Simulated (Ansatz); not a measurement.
Single-point calculation of C₁₂₈ (part 1 of 2)

System: C₁₂₈ (128 atoms in the cell).
Method: DFT, HSE06, PAW, plane waves (Ansatz 0.2.0).

The structure was built on a prototype by a generator.

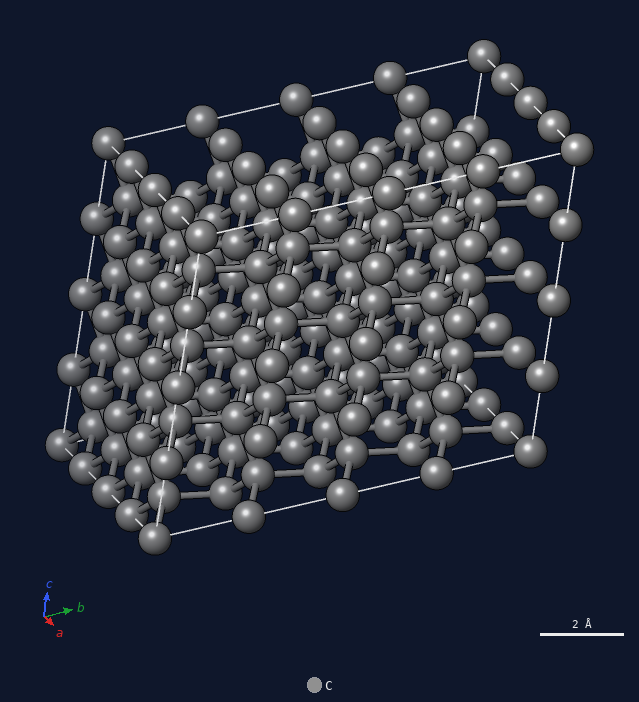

**Figure 1.** The input geometry (ball-and-stick view of the cell of the calculation, seen slightly off an axis). Near neighbours in the crystal (not all of them lie inside the picture): C has 4 C at 1.54 Å.

Results in brief

```csv
quantity,value
outcome,converged
space group (tolerance 0.01 Å),Fd-3m (227)
electrons treated,512
free energy,−32104.6947 eV
Fermi energy,15.778 eV
largest force (length of the vector),0.125 eV/Å
hardware,"7 CPU threads, shared host"
wall time,3.8 min (CPU time 25 min)
peak memory,5.4 GiB
```

The k-point mesh is coarse for a cell of this size, so the results may not be converged.

Input
```yaml
crystal:
  lattice:
    - [0.000000, 7.107488, 7.107488]
    - [7.107488, 0.000000, 7.107488]
    - [7.107488, 7.107488, 0.000000]
  atoms:
    - { symbol: C, position: [0.999940, 0.999940, 0.999940] }
    - { symbol: C, position: [0.499940, 0.999940, 0.999940] }
    - { symbol: C, position: [0.999940, 0.499940, 0.999940] }
    - { symbol: C, position: [0.999940, 0.999940, 0.499940] }
    - { symbol: C, position: [0.249940, 0.249940, 0.249940] }
    - { symbol: C, position: [0.499940, 0.499940, 0.999940] }
    - { symbol: C, position: [0.499940, 0.999940, 0.499940] }
    - { symbol: C, position: [0.749940, 0.249940, 0.249940] }
    - { symbol: C, position: [0.999940, 0.499940, 0.499940] }
    - { symbol: C, position: [0.249940, 0.749940, 0.249940] }
    - { symbol: C, position: [0.249940, 0.249940, 0.749940] }
    - { symbol: C, position: [0.499940, 0.499940, 0.499940] }
    - { symbol: C, position: [0.749940, 0.749940, 0.249940] }
    - { symbol: C, position: [0.749940, 0.249940, 0.749940] }
    - { symbol: C, position: [0.249940, 0.749940, 0.749940] }
    - { symbol: C, position: [0.749940, 0.749940, 0.749940] }
    - { symbol: C, position: [0.062560, 0.062560, 0.062560] }
    - { symbol: C, position: [0.562560, 0.062560, 0.062560] }
    - { symbol: C, position: [0.062560, 0.562560, 0.062560] }
    - { symbol: C, position: [0.062560, 0.062560, 0.562560] }
    - { symbol: C, position: [0.312560, 0.312560, 0.312560] }
    - { symbol: C, position: [0.562560, 0.562560, 0.062560] }
    - { symbol: C, position: [0.562560, 0.062560, 0.562560] }
    - { symbol: C, position: [0.812560, 0.312560, 0.312560] }
    - { symbol: C, position: [0.062560, 0.562560, 0.562560] }
    - { symbol: C, position: [0.312560, 0.812560, 0.312560] }
    - { symbol: C, position: [0.312560, 0.312560, 0.812560] }
    - { symbol: C, position: [0.562560, 0.562560, 0.562560] }
    - { symbol: C, position: [0.812560, 0.812560, 0.312560] }
    - { symbol: C, position: [0.812560, 0.312560, 0.812560] }
    - { symbol: C, position: [0.312560, 0.812560, 0.812560] }
    - { symbol: C, position: [0.812560, 0.812560, 0.812560] }
    - { symbol: C, position: [0.999940, 0.999940, 0.249940] }
    - { symbol: C, position: [0.249940, 0.249940, 0.999940] }
    - { symbol: C, position: [0.499940, 0.999940, 0.249940] }
    - { symbol: C, position: [0.749940, 0.249940, 0.999940] }
    - { symbol: C, position: [0.999940, 0.499940, 0.249940] }
    - { symbol: C, position: [0.249940, 0.749940, 0.999940] }
    - { symbol: C, position: [0.999940, 0.999940, 0.749940] }
    - { symbol: C, position: [0.249940, 0.249940, 0.499940] }
    - { symbol: C, position: [0.499940, 0.499940, 0.249940] }
    - { symbol: C, position: [0.749940, 0.749940, 0.999940] }
    - { symbol: C, position: [0.499940, 0.999940, 0.749940] }
    - { symbol: C, position: [0.749940, 0.249940, 0.499940] }
    - { symbol: C, position: [0.999940, 0.499940, 0.749940] }
    - { symbol: C, position: [0.249940, 0.749940, 0.499940] }
    - { symbol: C, position: [0.499940, 0.499940, 0.749940] }
    - { symbol: C, position: [0.749940, 0.749940, 0.499940] }
    - { symbol: C, position: [0.062560, 0.062560, 0.312560] }
    - { symbol: C, position: [0.312560, 0.312560, 0.062560] }
    - { symbol: C, position: [0.562560, 0.062560, 0.312560] }
    - { symbol: C, position: [0.812560, 0.312560, 0.062560] }
    - { symbol: C, position: [0.062560, 0.562560, 0.312560] }
    - { symbol: C, position: [0.312560, 0.812560, 0.062560] }
    - { symbol: C, position: [0.062560, 0.062560, 0.812560] }
    - { symbol: C, position: [0.312560, 0.312560, 0.562560] }
    - { symbol: C, position: [0.562560, 0.562560, 0.312560] }
    - { symbol: C, position: [0.812560, 0.812560, 0.062560] }
    - { symbol: C, position: [0.562560, 0.062560, 0.812560] }
    - { symbol: C, position: [0.812560, 0.312560, 0.562560] }
    - { symbol: C, position: [0.062560, 0.562560, 0.812560] }
    - { symbol: C, position: [0.312560, 0.812560, 0.562560] }
    - { symbol: C, position: [0.562560, 0.562560, 0.812560] }
    - { symbol: C, position: [0.812560, 0.812560, 0.562560] }
    - { symbol: C, position: [0.999940, 0.249940, 0.999940] }
    - { symbol: C, position: [0.249940, 0.999940, 0.249940] }
    - { symbol: C, position: [0.499940, 0.249940, 0.999940] }
    - { symbol: C, position: [0.749940, 0.999940, 0.249940] }
    - { symbol: C, position: [0.999940, 0.749940, 0.999940] }
    - { symbol: C, position: [0.999940, 0.249940, 0.499940] }
    - { symbol: C, position: [0.249940, 0.499940, 0.249940] }
    - { symbol: C, position: [0.499940, 0.749940, 0.999940] }
    - { symbol: C, position: [0.249940, 0.999940, 0.749940] }
    - { symbol: C, position: [0.499940, 0.249940, 0.499940] }
    - { symbol: C, position: [0.749940, 0.499940, 0.249940] }
    - { symbol: C, position: [0.749940, 0.999940, 0.749940] }
    - { symbol: C, position: [0.999940, 0.749940, 0.499940] }
    - { symbol: C, position: [0.249940, 0.499940, 0.749940] }
    - { symbol: C, position: [0.499940, 0.749940, 0.499940] }
    - { symbol: C, position: [0.749940, 0.499940, 0.749940] }
    - { symbol: C, position: [0.062560, 0.312560, 0.062560] }
    - { symbol: C, position: [0.312560, 0.062560, 0.312560] }
    - { symbol: C, position: [0.562560, 0.312560, 0.062560] }
    - { symbol: C, position: [0.812560, 0.062560, 0.312560] }
    - { symbol: C, position: [0.062560, 0.812560, 0.062560] }
    - { symbol: C, position: [0.062560, 0.312560, 0.562560] }
    - { symbol: C, position: [0.312560, 0.562560, 0.312560] }
    - { symbol: C, position: [0.562560, 0.812560, 0.062560] }
    - { symbol: C, position: [0.312560, 0.062560, 0.812560] }
    - { symbol: C, position: [0.562560, 0.312560, 0.562560] }
    - { symbol: C, position: [0.812560, 0.562560, 0.312560] }
    - { symbol: C, position: [0.812560, 0.062560, 0.812560] }
    - { symbol: C, position: [0.062560, 0.812560, 0.562560] }
    - { symbol: C, position: [0.312560, 0.562560, 0.812560] }
    - { symbol: C, position: [0.562560, 0.812560, 0.562560] }
    - { symbol: C, position: [0.812560, 0.562560, 0.812560] }
    - { symbol: C, position: [0.249940, 0.999940, 0.999940] }
    - { symbol: C, position: [0.749940, 0.999940, 0.999940] }
    - { symbol: C, position: [0.999940, 0.249940, 0.249940] }
    - { symbol: C, position: [0.249940, 0.499940, 0.999940] }
    - { symbol: C, position: [0.249940, 0.999940, 0.499940] }
    - { symbol: C, position: [0.499940, 0.249940, 0.249940] }
    - { symbol: C, position: [0.749940, 0.499940, 0.999940] }
    - { symbol: C, position: [0.749940, 0.999940, 0.499940] }
    - { symbol: C, position: [0.999940, 0.749940, 0.249940] }
    - { symbol: C, position: [0.999940, 0.249940, 0.749940] }
    - { symbol: C, position: [0.249940, 0.499940, 0.499940] }
    - { symbol: C, position: [0.499940, 0.749940, 0.249940] }
    - { symbol: C, position: [0.499940, 0.249940, 0.749940] }
    - { symbol: C, position: [0.749940, 0.499940, 0.499940] }
    - { symbol: C, position: [0.999940, 0.749940, 0.749940] }
    - { symbol: C, position: [0.499940, 0.749940, 0.749940] }
    - { symbol: C, position: [0.312560, 0.062560, 0.062560] }
    - { symbol: C, position: [0.812560, 0.062560, 0.062560] }
    - { symbol: C, position: [0.062560, 0.312560, 0.312560] }
    - { symbol: C, position: [0.312560, 0.562560, 0.062560] }
    - { symbol: C, position: [0.312560, 0.062560, 0.562560] }
    - { symbol: C, position: [0.562560, 0.312560, 0.312560] }
    - { symbol: C, position: [0.812560, 0.562560, 0.062560] }
    - { symbol: C, position: [0.812560, 0.062560, 0.562560] }
    - { symbol: C, position: [0.062560, 0.812560, 0.312560] }
    - { symbol: C, position: [0.062560, 0.312560, 0.812560] }
    - { symbol: C, position: [0.312560, 0.562560, 0.562560] }
    - { symbol: C, position: [0.562560, 0.812560, 0.312560] }
    - { symbol: C, position: [0.562560, 0.312560, 0.812560] }
    - { symbol: C, position: [0.812560, 0.562560, 0.562560] }
    - { symbol: C, position: [0.062560, 0.812560, 0.812560] }
    - { symbol: C, position: [0.562560, 0.812560, 0.812560] }
kpoints:
  mp_grid: { grid: [1, 1, 1] }
hamiltonian:
  xc: hse06
scf:
  occupations: { method: fermi_dirac, width: 0.01 }
output:
  forces: true
  eigenvalues: true
  populations: true
  eigenstates: { kpoints: [[0, 0, 0]], e_range: [-6.0, 6.0], localisation: true }
```

The program's output
```
Pseudopotentials: kind: paw
Functional definition: HSE06
  parameter a = 0.25
  parameter omega = 0.11/bohr
  exchange = pbe_x - a*pbe_x_sr(omega) + a*exact_x_sr(omega)
  correlation = pbe_c
Crystal: 128 atoms, lattice volume = 718.089 Å³
Basis set: ecut = 420 eV, 14163 PW (Γ), exchange–correlation on 144×144×144 points (8 copies of the dense FFT grid, shifted against one another)
Bands: 384, of which v1, the nominal top of the filled ones, is band 256 counted from 1 (255 counted from 0)
Symmetry: 768 space group operations
Space group: R-3m (ITA 166), of the structure as read, at distance tolerance 9.0e-5 Å
k-points: 1
Non-local potential: C, projectors of the file, l = 0: 2, l = 1: 2, l = 2: 1
PAW form: soft (Blöchl's): semilocal exchange-correlation on the pseudo side does not see the compensation charge
PAW frozen core: C, regenerated for the run's functional, and the local potential with it (the file was generated under x = pbe(κ = 0.804, μ = 0.2195149727645171), c = pbe(β = 0.06672455060314922))
PAW one-centre angular grid: C, 110 points (default); XC on 64 Gauss nodes
Initial density: superposition of atomic densities (neutral atoms: chi_scale 0, normalization atom), corrected by the library's trained network
Initial wavefunctions: pseudopotential atomic-orbital guess
Functional: x = pbe(κ = 0.804, μ = 0.2195149727645171), c = pbe(β = 0.06672455060314922), warm-up for x = pbe(κ = 0.804, μ = 0.2195149727645171) + 0.25 (exact − pbe) at short range (hse, ω = 0.20786987370883472 Å⁻¹), c = pbe(β = 0.06672455060314922); HSE06 as pw.x's `hse` composes it (authors' and Libxc's form: `xc: wpbeh`)
SCF iter   1: F=—  HF=-32094.682267 eV  |F-HF|=—  |Δ(HF+E_count)|=         —  Δρ=3.36e-3  dr2=5.75e-2  ethr=1.77e-3  ⟨swp⟩=20.0  Hψ=1909  notcnv=0
preconditioner: auto → none  [insulator: Δε(μ)=4.427 eV  Ē_g=17.264 eV  σ=0.010 eV  W_gap=1.00  n_scr=180 (ndim 8)  ℏωp=31.4 eV  f_vac=0.000  D(μ)=0.00/eV (n_scr^D=0)]
SCF iter   2: F=—  HF=-32094.670056 eV  |F-HF|=—  |Δ(HF+E_count)|=   1.22e-2  Δρ=1.32e-3  dr2=8.40e-3  ethr=1.12e-5  ⟨swp⟩=6.0  Hψ=1035  notcnv=0  defer=29
iter 3 solved again at ethr=3.11e-9 eV; its pass at ethr=1.64e-6 eV (dr2=1.59e-5 eV) is discarded
SCF iter   3: F=-32094.669528 eV  HF=-32094.669468 eV  |F-HF|=6.02e-5  |Δ(HF+E_count)|=   5.89e-4  Δρ=1.15e-4  dr2=1.62e-5  ethr=3.11e-9  ⟨swp⟩=6.0  Hψ=2027  notcnv=0  defer=18
SCF 1 stopped early in 3 iterations: F = -32094.669528 eV  dr2 = 1.62e-5
  greatest PAW one-centre occupation: 0.641 electrons in one spin orbital (limit 2), on the C atom at site 111 (counted from 0), in its partial waves of l = 0
Initial density: handed on by an earlier stage of this run
Initial wavefunctions: those handed on with the density
Functional: x = pbe(κ = 0.804, μ = 0.2195149727645171) + 0.25 (exact − pbe) at short range (hse, ω = 0.20786987370883472 Å⁻¹), c = pbe(β = 0.06672455060314922); HSE06 as pw.x's `hse` composes it (authors' and Libxc's form: `xc: wpbeh`)
Exchange kernel: α = 0.2500, screened, ω = 0.2079 Å⁻¹, Wigner–Seitz truncation, v(0) = 860.9570 eV·Å³, q-mesh 1×1×1, nearest image of the exchange supercell L = 10.05 Å, pair-density grid 48×48×48, without the augmentation charges, whose exchange is taken in its separable form (sized by the pseudopotential files, 60×60×60 at the most), smooth part of the exchange summed in real space on grids 48×4
Frozen-core exchange: fock
SCF iter   1: F=—  HF=-32104.714866 eV  |F-HF|=—  |Δ(HF+E_count)|=         —  Δρ=1.03e-2  dr2=3.21e-1  ethr=3.17e-8  ⟨swp⟩=14.0  Hψ=2427  notcnv=0
preconditioner: auto → none  [insulator: Δε(μ)=5.624 eV  Ē_g=19.551 eV  σ=0.010 eV  W_gap=1.00  n_scr=180 (ndim 8)  ℏωp=31.4 eV  f_vac=0.000  D(μ)=0.00/eV (n_scr^D=0)]
SCF iter   2: F=—  HF=-32104.587949 eV  |F-HF|=—  |Δ(HF+E_count)|=   1.27e-1  Δρ=4.34e-3  dr2=5.16e-2  ethr=3.17e-8  ⟨swp⟩=5.0  Hψ=1420  notcnv=0
SCF iter   3: F=—  HF=-32104.694121 eV  |F-HF|=—  |Δ(HF+E_count)|=   1.06e-1  Δρ=9.81e-4  dr2=2.04e-3  ethr=3.17e-8  ⟨swp⟩=5.0  Hψ=1449  notcnv=0
SCF iter   4: F=—  HF=-32104.693388 eV  |F-HF|=—  |Δ(HF+E_count)|=   7.33e-4  Δρ=1.72e-4  dr2=1.68e-4  ethr=3.17e-8  ⟨swp⟩=3.0  Hψ=913  notcnv=0
SCF iter   5: F=-32104.694625 eV  HF=-32104.694643 eV  |F-HF|=1.82e-5  |Δ(HF+E_count)|=   1.25e-3  Δρ=8.62e-5  dr2=3.28e-5  ethr=1.27e-8  ⟨swp⟩=5.0  Hψ=999  notcnv=0
SCF 2 stopped early in 5 iterations: F = -32104.694625 eV  dr2 = 3.28e-5
  Residual-converged pass: ⟨swp⟩=3.0  Hψ=875  notcnv=0  max |occ|·‖R‖ = 6.0e-6 eV (tolerance 6.7e-6 eV)  dr2=3.27e-5  dr2_onsite=2.26e-7  max |Δocc| = 0.0e0
  greatest PAW one-centre occupation: 0.645 electrons in one spin orbital (limit 2), on the C atom at site 127 (counted from 0), in its partial waves of l = 0
hybrid outer 1: dexx = +1.410e-1 eV, tail = 8.53e-5 eV
SCF iter   1: F=—  HF=-32104.694740 eV  |F-HF|=—  |Δ(HF+E_count)|=         —  Δρ=6.42e-6  dr2=9.04e-8  ethr=8.33e-8  ⟨swp⟩=11.0  Hψ=1013  notcnv=0
preconditioner: auto → none  [insulator: Δε(μ)=5.679 eV  Ē_g=19.568 eV  σ=0.010 eV  W_gap=1.00  n_scr=180 (ndim 8)  ℏωp=31.4 eV  f_vac=0.000  D(μ)=0.00/eV (n_scr^D=0)]
SCF iter   2: F=-32104.694741 eV  HF=-32104.694741 eV  |F-HF|=4.37e-9  |Δ(HF+E_count)|=   7.90e-7  Δρ=3.23e-6  dr2=1.41e-8  ethr=9.35e-12  ⟨swp⟩=6.0  Hψ=1279  notcnv=0  defer=10
SCF 3 converged in 2 iterations: F = -32104.694741 eV  dr2 = 1.41e-8
  Residual-converged pass: ⟨swp⟩=2.0  Hψ=472  notcnv=0  max |occ|·‖R‖ = 3.5e-6 eV (tolerance 3.6e-6 eV)  dr2=1.41e-8  dr2_onsite=1.68e-9  max |Δocc| = 0.0e0
```

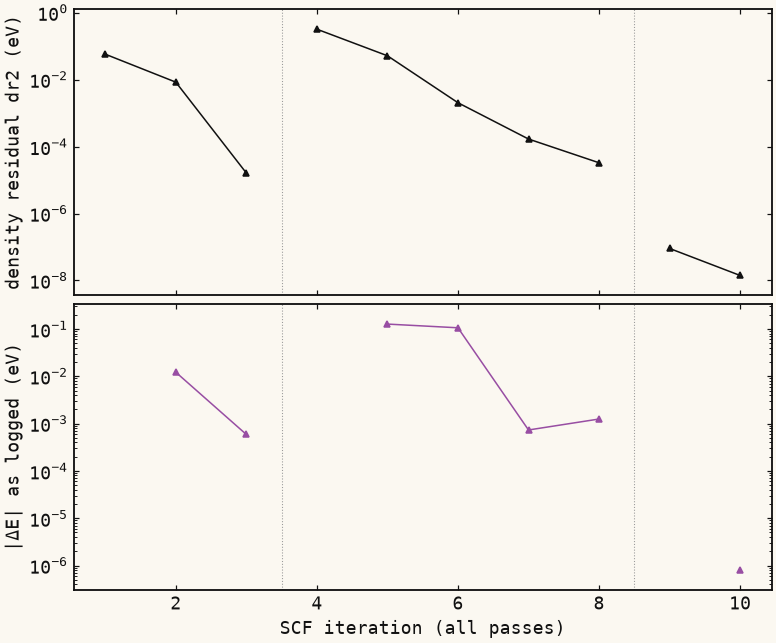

**Figure 2.** Convergence of the self-consistent field: density residual dr2 and size of the energy change against the SCF iteration. The run starts with a semilocal functional; after that each stretch between dotted lines is one SCF of the hybrid functional between two exact rebuilds of the exchange operator by the outer loop. Early passes are stopped at a loose threshold. The passes take 3, 5 and 2 iterations.

```
hybrid outer 2: dexx = +5.429e-7 eV, tail = 3.20e-8 eV, Δε = 9.71e-4 eV (about 3.68e-5 eV left of the loop's levels), ΔF = 5.07e-6 eV/Å (tail 5.67e-5)
NSCF: frozen V_eff on 1 k-points
hybrid SCF converged: 2 outer / 7 inner (+3 warm-up), last move |dexx| = 5.43e-7 eV, tail = 3.20e-8 eV
Stability not checked: this state was not tested for a lower state beside it, because the functional holds exact exchange (a hybrid, or Hartree-Fock), whose exchange loop this test does not read (fock_operator; see scf.lower_state_search)
Free energy (F): -32104.694741 eV
Harris-Foulkes:  -32104.694741 eV  (|F-HF|=4.37e-9)
Internal energy: -32104.694741 eV  (E = F + TS)
E sigma→0 (E₀):  -32104.694741 eV
Fermi energy:    15.778317 eV
--- Per-component energies (eV) ---
  E_band       = 1544.643091
  E_kinetic    = 11865.109475
  E_local      = -7706.209725  (includes V_loc(G=0)·N_el)
  E_nonlocal   = 3346.228645
  E_hartree    = 1697.455686
  E_xc         = -5058.955924
  E_vxc        = -6216.596074  (∫ρ·V_xc dr)
  E_exx        = -1176.475762  (= α·E_x^exact, valence–valence)
  E_paw        = -12718.701454  (= ΣΔE_a)
  E_vpaw       = -785.853317  (= ΣTr[D̂ρ^β])
  E_aug_tail   = 0.001030  (compensation charges beyond the density's cutoff)
  E_ewald      = -22350.942777
  E_core_change = -2.203936  (= ΣΔE_core)
  E_smearing   = -0.000000  (= −TS)
  E_closure    = 0.000000  (closes the sum)
  Σ components = -32104.694741   (vs F -32104.694741, Δ=-3.64e-12)
```
